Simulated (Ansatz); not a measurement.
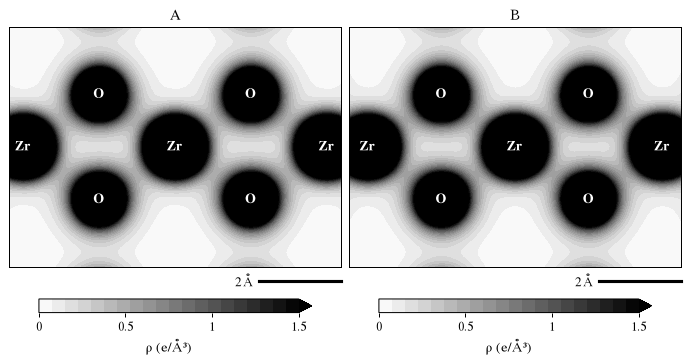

ZrO$_{2}$. The valence pseudo-density of two cells that differ in size and shape, on the (011̄) plane of each (indices in the axes of the calculation cell), at one length scale and on one colour scale: A has 11.4 Å³ an atom and B 10.8.

Computed with Ansatz 0.2.0, DFT, r2SCAN with spin-orbit coupling, plane waves, PAW.

Core electrons are frozen (PAW), and the valence fields are smoothed inside the atomic spheres.

**What changes from the larger cell to the smaller?**

From the larger cell to the smaller, Zr–O goes from 2.23 to 2.19 Å, and the density at its midpoint from 0.49 to 0.54 e/Å³; the pressure goes from −9 to 5 GPa; the Kohn–Sham gap goes from 3.4 eV to 3.7 eV.
